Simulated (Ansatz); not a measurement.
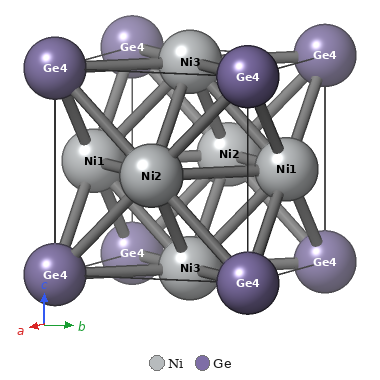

The system is Ni₃Ge (Pm-3m, No. 221; 4 atoms in the cell); the picture shows the reference structure. The energy is mapped over volume and a fixed ferromagnetic moment. First axis: volume per atom. Second axis: total spin moment of the cell, held fixed. Nothing is relaxed (shape and fractional coordinates fixed). Grid: 7 × 9 points. Points are written as (first, second). Energies: meV/atom, counted from the lowest grid point. The moment is held fixed and parallel; antiferromagnetic orders weren't tried. All numbers below come from DFT LDA, scalar-relativistic, plane waves, PAW in Ansatz 0.2.0. Settings: cutoff 520 eV, k-mesh 12×12×12, gaussian smearing 0.15 eV.

Its coordinates:

```
CELL_PARAMETERS angstrom
3.48870 0.00000 0.00000
0.00000 3.48870 0.00000
0.00000 0.00000 3.48870
ATOMIC_POSITIONS crystal
Ni 0.50000 0.00000 0.50000
Ni 0.00000 0.50000 0.50000
Ni 0.50000 0.50000 0.00000
Ge 0.00000 0.00000 0.00000
```

Range: volume per atom from 8.71 to 12.53 Å³; total spin moment of the cell, held fixed from 0.000 to 3.000 μB.

> What landscape does the calculation give?

The lowest grid point is at (10.62 Å³, 0.000 μB). It lies on the edge of the map, which is a mirror line here (the non-magnetic state). The highest grid point, (8.71 Å³, 3.000 μB), lies 848 meV/atom above the lowest.

| second ↓, first → | 8.71 | 9.34 | 9.98 | 10.62 | 11.25 | 11.89 | 12.53 |
| --- | --- | --- | --- | --- | --- | --- | --- |
| 3.000 | 848 | 567 | 409 | 338 | 329 | 365 | 432 |
| 2.625 | 734 | 465 | 317 | 255 | 253 | 296 | 368 |
| 2.250 | 641 | 382 | 242 | 187 | 193 | 241 | 319 |
| 1.875 | 564 | 314 | 181 | 133 | 144 | 197 | 280 |
| 1.500 | 505 | 261 | 134 | 91 | 106 | 163 | 249 |
| 1.125 | 456 | 218 | 96 | 57 | 76 | 136 | 225 |
| 0.750 | 415 | 182 | 64 | 29 | 51 | 114 | 206 |
| 0.375 | 385 | 155 | 40 | 7 | 32 | 97 | 190 |
| 0.000 | 375 | 146 | 32 | 0 | 25 | 91 | 185 |

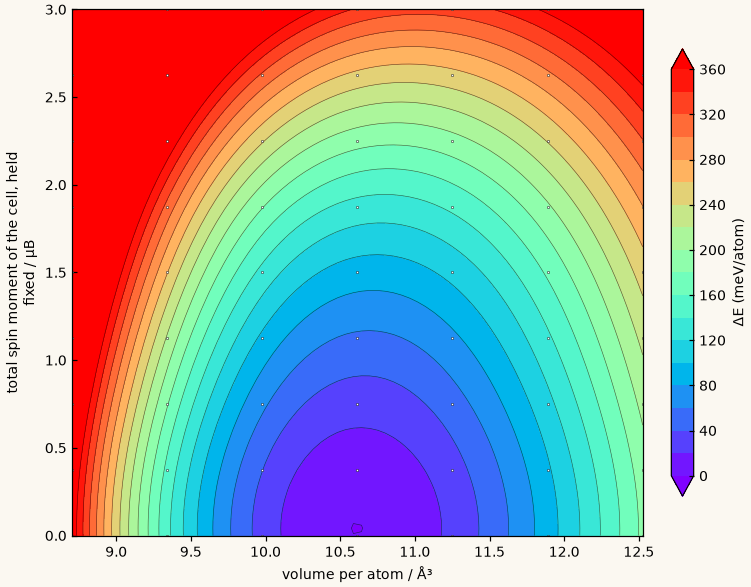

The picture shows filled contours, dots at the grid points, one colour for all values above the top of the scale. Between grid points the surface is interpolated.

The whole map (63 points run) took 18 min on 4 threads of Arm Neoverse N1, with other jobs on the host.
